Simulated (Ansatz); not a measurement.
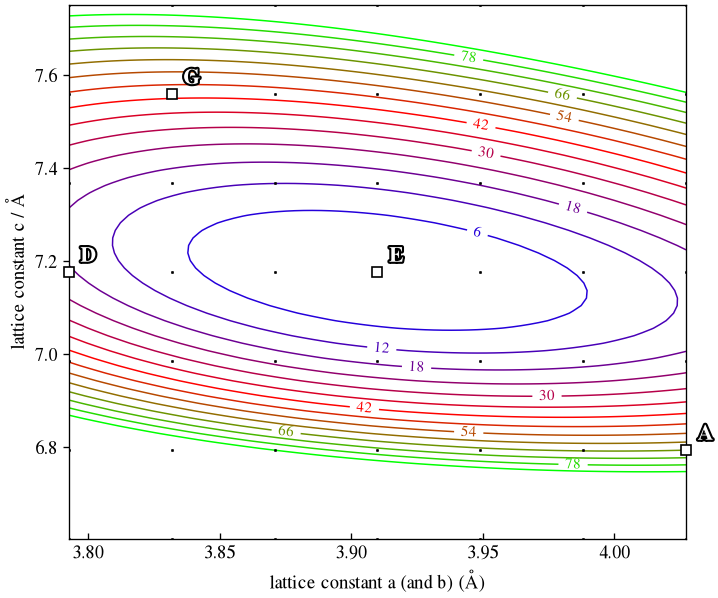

Cu₃O₂ (I4/mmm, No. 139; 5 atoms in the cell). 
- The energy is mapped over the lattice constants a and c of the conventional cell.
- Coordinates scanned: (1) lattice constant a (and b); (2) lattice constant c.
- Nothing is relaxed (symmetry fixes all fractional coordinates).
- The grid has 7 × 7 points.
- Points are written as (first, second).
- Energies are in meV/atom, from the lowest grid point.
- The runs have no spin polarisation; a magnetic state may lie lower.
- These are results of Ansatz 0.2.0, DFT LDA, scalar-relativistic, plane waves, PAW, not measurements. Settings: cutoff 520 eV, k-mesh 14×14×14, gaussian smearing 0.15 eV, no spin polarisation.

The picture shows contour lines labelled in meV/atom (none above 84), dots at the grid points, lettered points. Between grid points the surface is interpolated.

### Is A the lowest point of the computed grid?

No. A lies 66 meV/atom above the lowest grid point, which is at (3.910 Å, 7.177 Å).

### Rank the lettered points by energy, lowest first.

E (0 meV/atom), D (19 meV/atom), G (44 meV/atom), A (66 meV/atom).

PAW datasets: the set soft_1.
